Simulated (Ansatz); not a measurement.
**Band-structure calculation of ZnSe (part 2 of 2)**

The same run, continued: ZnSe (F-43m, 2 atoms in the cell); DFT, dielectric-dependent PBE0 (fraction 1/eps_inf of PBE), plane waves, PAW, no spin polarisation (Ansatz 0.2.0); cutoff 420 eV, 6×6×6 k-mesh, fixed occupations. The structure derives from an entry of the Crystallography Open Database. The geometry comes from this level: r2SCAN.

Geometry of the input (Å; fractional positions):
```
0.0000  2.8324  2.8324
2.8324  0.0000  2.8324
2.8324  2.8324  0.0000
Zn 0.0000  0.0000  0.0000
Se 0.2500  0.2500  0.2500
```

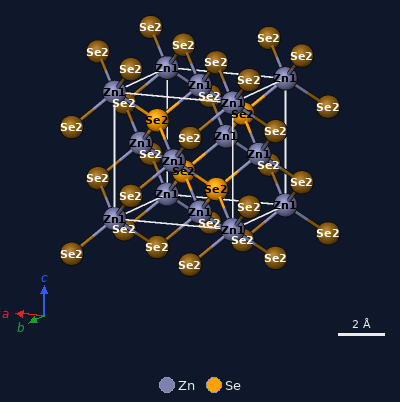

The structure as given in the input (ball-and-stick view of the cell 4 times as large as that of the calculation, set on its symmetry axes, seen at an oblique angle; neighbours outside the cell are drawn fainter; atoms are numbered from 1 in the order of the input).

File bands.tsv:
```
# k_distance	band_0	band_1	band_2	band_3	band_4	band_5	band_6	band_7	band_8	band_9	band_10	band_11	band_12	band_13	band_14	band_15	band_16	band_17
# fermi_ev = 6.260370
# lock_threshold_ev = 1e-6
# [0, 0, 0] at k_distance = 0.000000
# [-0.5, -0.5, 0] at k_distance = 1.109153
# [-0.375, -0.375, 0.25] at k_distance = 1.501298
# [-0.375, 0, 0.375] at k_distance = 2.180513
# [0, 0, 0.5] at k_distance = 2.859728
# [-0.5, -0.25, 0.25] at k_distance = 3.644017
# levels_relative_to = fermi_ev
# free_energy_ev = -8790.406676
# largest_residual_norms_ev = 7.650e-4 1.210e-3 1.718e-3 2.897e-5 7.124e-4 3.340e-4 2.394e-4 3.089e-4 3.844e-4 4.538e-4 4.044e-4 3.777e-4 2.525e-4 3.695e-4 4.426e-4 3.192e-4 6.098e-4 4.431e-4
0.000000	-48.830301	-48.830301	-48.830301	-48.825450	-48.825450	-13.931044	-7.517802	-7.517802	-7.517802	-7.172836	-7.172836	0.000000	0.000000	0.000000	2.237844	6.815866	6.815866	6.815866
1.109153	-48.830387	-48.830003	-48.830003	-48.825416	-48.825294	-12.812681	-7.425196	-7.284020	-7.284020	-7.128597	-6.966162	-5.038998	-2.285487	-2.285487	3.816356	4.400320	11.920550	12.527106
1.501298	-48.830290	-48.830054	-48.830050	-48.825393	-48.825315	-12.834142	-7.407258	-7.322668	-7.243771	-7.153742	-6.885382	-4.928906	-3.257042	-1.876392	4.488253	6.626970	10.116901	10.419390
2.180513	-48.830290	-48.830054	-48.830050	-48.825393	-48.825315	-12.834142	-7.407258	-7.322668	-7.243771	-7.153742	-6.885382	-4.928906	-3.257042	-1.876392	4.488253	6.626970	10.116901	10.419390
2.859728	-48.830192	-48.830163	-48.830163	-48.825373	-48.825373	-13.095016	-7.434373	-7.434373	-7.157413	-7.157413	-7.000505	-5.463809	-0.907637	-0.907637	3.508200	7.382774	7.382774	9.591899
3.644017	-48.830218	-48.830167	-48.830000	-48.825381	-48.825324	-12.807760	-7.387600	-7.332115	-7.206275	-7.189632	-6.850899	-4.875929	-2.943107	-2.769896	6.382678	6.688184	8.040535	8.674640
```

File rho_z.tsv:
```
# z_ang	rho[e/angstrom^3]
# format = ansatz-planar-average/11
# lattice	0.000000000	2.832424672	2.832424672
# lattice	2.832424672	0.000000000	2.832424672
# lattice	2.832424672	2.832424672	0.000000000
# sites	2
# site	30	0.000000000	0.000000000	0.000000000
# site	34	1.416212336	1.416212336	1.416212336
0.000000	1.299503e0
0.148358	1.211704e0
0.296715	9.901405e-1
0.445073	8.630441e-1
0.593430	9.452223e-1
0.741788	1.193615e0
0.890145	1.437178e0
1.038503	1.474187e0
1.186860	1.247065e0
1.335218	8.899930e-1
1.483575	5.739648e-1
1.631933	3.676290e-1
1.780290	2.517211e-1
1.928648	1.882959e-1
2.077005	1.499977e-1
2.225363	1.227421e-1
2.373721	1.027247e-1
2.522078	9.002787e-2
2.670436	8.463736e-2
2.818793	8.721343e-2
2.967151	1.007525e-1
3.115508	1.293990e-1
3.263866	1.818599e-1
3.412223	2.818653e-1
3.560581	4.721026e-1
3.708938	7.786106e-1
3.857296	1.119570e0
```

File v_z.tsv:
```
# z_ang	v_es[eV]	v_tot[eV]
# format = ansatz-planar-average/11
# xc	{"exchange":"pbe","correlation":"pbe","exx":{"coeff":0.1377157586080284,"omega":null}}
# density_cutoff_ev	1680
# datasets	Zn=:simpson_from_first_knot:soft:fock:shift=0	Se=:simpson_from_first_knot:soft:fock:shift=0
# lattice	0.000000000	2.832424672	2.832424672
# lattice	2.832424672	0.000000000	2.832424672
# lattice	2.832424672	2.832424672	0.000000000
# sites	2
# site	30	0.000000000	0.000000000	0.000000000
# site	34	1.416212336	1.416212336	1.416212336
0.000000	5.189792e-1	-9.643352e0
0.148358	-2.916720e-1	-1.074101e1
0.296715	-5.332260e-1	-1.112144e1
0.445073	-2.064513e-1	-1.080829e1
0.593430	5.170903e-1	-9.985329e0
0.741788	1.471483e0	-8.838942e0
0.890145	2.537964e0	-7.532560e0
1.038503	3.557535e0	-6.244369e0
1.186860	4.341587e0	-5.112687e0
1.335218	4.876839e0	-4.135601e0
1.483575	5.377800e0	-3.141819e0
1.631933	5.983213e0	-2.024304e0
1.780290	6.780124e0	-7.289311e-1
1.928648	7.812240e0	7.794763e-1
2.077005	8.905976e0	2.317577e0
2.225363	9.733800e0	3.520147e0
2.373721	1.014023e1	4.225819e0
2.522078	1.022606e1	4.484301e0
2.670436	1.009390e1	4.367819e0
2.818793	9.709296e0	3.948253e0
2.967151	8.923017e0	3.046096e0
3.115508	7.789769e0	1.535965e0
3.263866	6.509934e0	-3.798566e-1
3.412223	5.223114e0	-2.428652e0
3.560581	3.981251e0	-4.446326e0
3.708938	2.808966e0	-6.317482e0
3.857296	1.645406e0	-8.067073e0
```

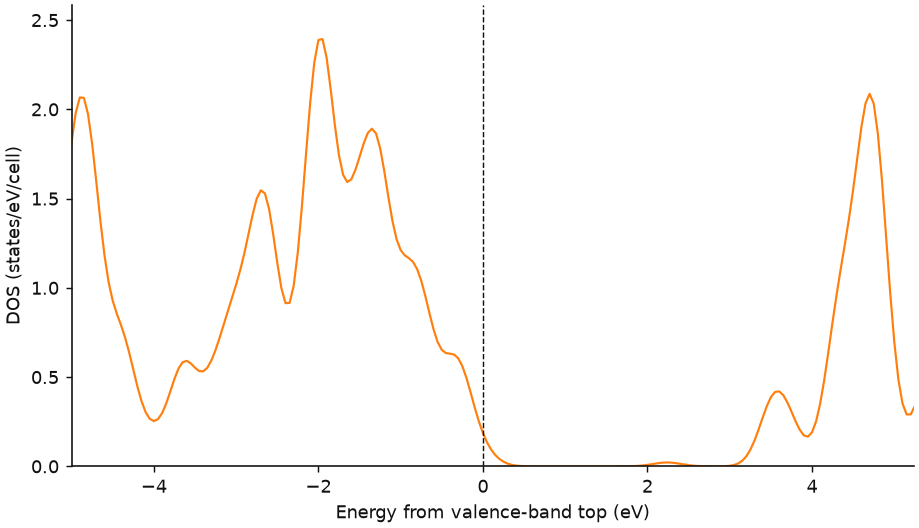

Density of states (the curve is built from the levels of the k mesh with Gaussians 0.4 eV wide, which also blur the band edges), with energies from the valence-band top. There is a gap of 2.24 eV on the k-point mesh. Small ripples come from the finite k-point mesh.

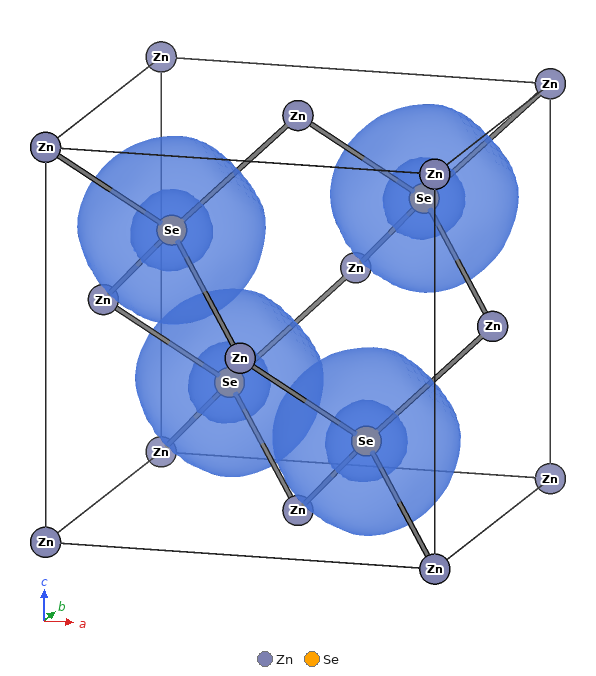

Isosurface of the ELF at 0.65 (blue), seen slightly off an axis. Only the valence region is drawn (cores and ρ < 0.01 e/Å³ removed). Sticks mark near contacts. The outline is the cell set on symmetry axes. Values along the shortest contacts: Zn–Se (2.45 Å): the ELF is about 0.60 at the midpoint. The fields are those of the smooth PAW valence density.

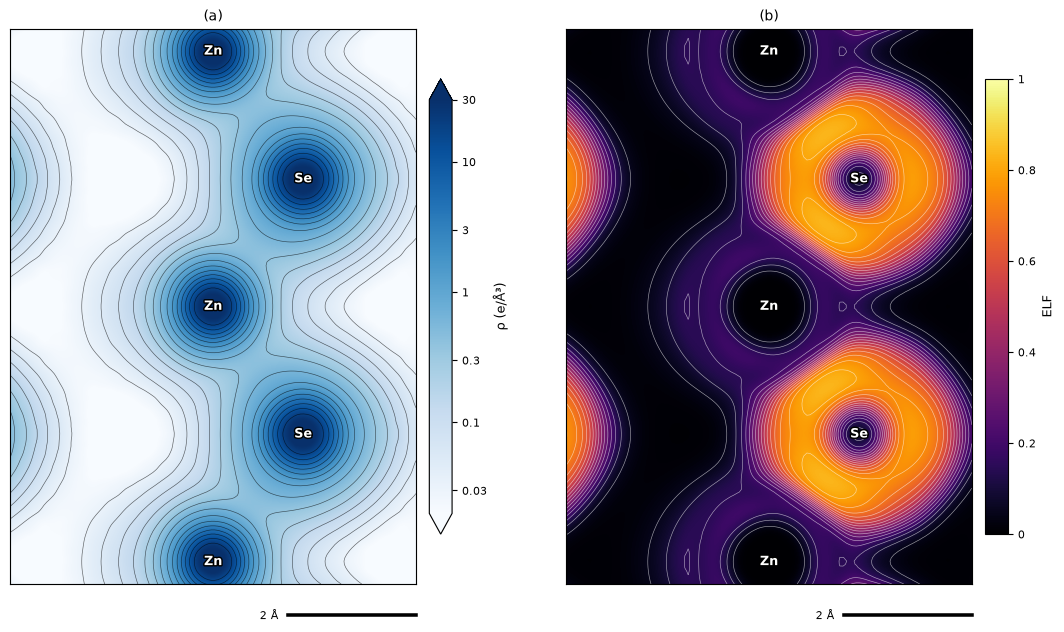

(a) valence pseudo-density; (b) electron localisation function on the (101) plane of the conventional cell. The plane passes through Zn and Se nuclei. Zn–Se (2.45 Å): ρ is about 0.47 e/Å³ halfway; the ELF is about 0.60 at the midpoint. Away from the nuclei the density in this plane falls to 0.01 e/Å³ at its lowest.

Results in brief:

- outcome: converged
- space group (tolerance 0.01 Å): F-43m (216)
- electrons treated: 28
- free energy: −8790.4067 eV
- Fermi energy: 6.260 eV
- gap on the k-point mesh: 2.24 eV
- pressure: 1.55 GPa
- largest force (length of the vector): under 0.001 eV/Å
- wall time: 2.3 min (CPU time 4.5 min)
- peak memory: 1.5 GiB

Notes:

Warnings of the run: the exchange loop's threshold is looser than advised for the stress; the SCF threshold is looser than advised for the printed stress.
